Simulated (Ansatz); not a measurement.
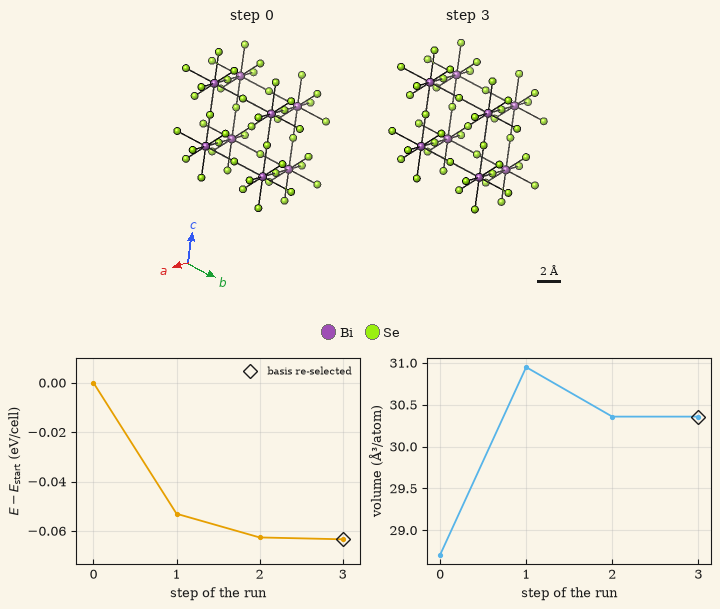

First and last geometry of a relaxation of solid BiSe₄ (a generated structure, set up in Im-3m) (coarse preliminary run), with the history of the run. A ball-and-stick model of the cell of the calculation, seen slightly off an axis.

Level of theory: DFT PBE, scalar-relativistic, plane waves, PAW in Ansatz 0.2.0. Settings: plane-wave cutoff 420 eV; k-point mesh 4 × 4 × 4; occupations gaussian; smearing width 0.1 eV; no spin polarisation; cell and atoms relaxed; force threshold 0.04 eV/Å; at most 70 steps.

### Did the run converge, and what did it change?

It converged. After 2 accepted moves (3 points after the start) the energy has fallen by 63.4 meV per cell of the calculation. All forces vanish by symmetry, so only the cell relaxes. The pressure goes from 2.70 to −0.10 GPa. The SCF was repeated once at an unchanged geometry on a basis and grid sized afresh for the cell, which shifted the energy by 0.8 meV per cell of the calculation at most. The atoms keep their places relative to the cell (all moves are under 0.005 Å). Cell: a = b = c 5.713 → 5.820 Å (+1.9 %). Volume +5.8 %. Among the contacts that change: Bi–Se 2.856 → 2.910 Å. The space group stays Im-3m (No. 229). Cost: 30 s on 1 thread of Intel(R) Xeon(R) Processor @ 2.50GHz (Skylake/Cascade Lake) (shared host), peak memory 0.45 GiB.
